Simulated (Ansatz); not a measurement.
Mg

Input

```
crystal:
  lattice:
    - [3.1659257641, 0.0, 0.0]
    - [-1.582962882, 2.7417721382, 0.0]
    - [0.0, 0.0, 5.1398819084]
  atoms:
    - { symbol: Mg, position: [0.6666666667, 0.3333333333, 0.75] }
    - { symbol: Mg, position: [0.3333333333, 0.6666666667, 0.25] }
hamiltonian:
  xc: revpbe
  pseudopotentials: { kind: paw }
kpoints:
  mp_grid: { grid: [10, 10, 5] }
scf:
  occupations: { method: fermi_dirac, width: 0.05 }
output:
  forces: true
  stress: true
  eigenvalues: true
  write_density: true
  write_potential: true
  elf: true
  volumetric_format: npy
```

Launched as:

```sh
ansatz run input.yaml --threads 2 --pin off --max-ram 5120MiB --backend cpu --events-out ev --progress --plain --runs-dir out
```

Below, planes, directions and counts refer to the conventional cell (a = 3.17 Å, b = 3.17 Å, c = 5.14 Å, α = 90.00°, β = 90.00°, γ = 120.00°).

Space group P6₃/mmc; computed pressure about 2 GPa in this cell.

Level of theory: Kohn-Sham DFT of a periodic cell, revPBE, Ansatz PAW (Ansatz 0.2.0).

In a PAW calculation such maps are meaningful between the atoms, not at the nuclei.

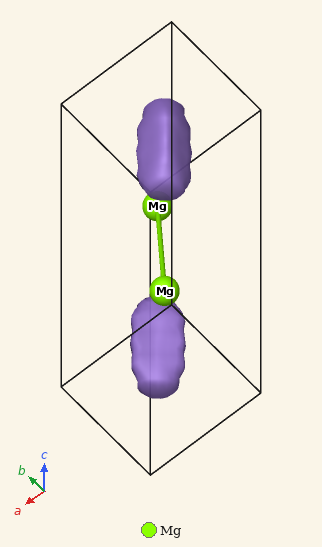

Figure 1. Isosurface of the electron localisation function at 0.65 (purple), seen at an oblique angle. Core shells and regions of very low density are left out. Sticks mark near contacts.

### Describe the localisation domains.

The surface consists of two pockets between the atoms, centred on no nucleus (multi-centre or interstitial), counted in one cell of 2 atoms. Regions shared between cells count once. There are no localised bonds or lone pairs at this value. Profiles from the grid: Mg–Mg (3.15 Å): the ELF reaches about 0.55 near the midpoint.

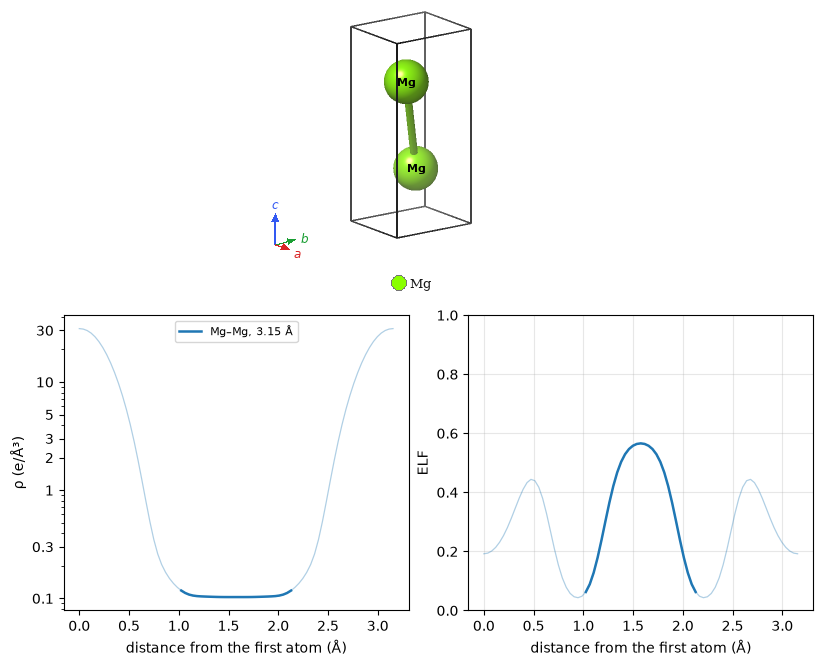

Figure 2. Valence charge density (pseudo) and electron localisation function along straight lines between neighbouring atoms. Thin, pale parts lie inside the atomic spheres. The structure is drawn too.

### What can be read from the curves?

Mg–Mg (3.15 Å): ρ at the midpoint is about 0.1 e/Å³; the ELF reaches about 0.55 near the midpoint.

### Does the calculation give a band gap?

It is gapless in this calculation (a metal or semimetal).
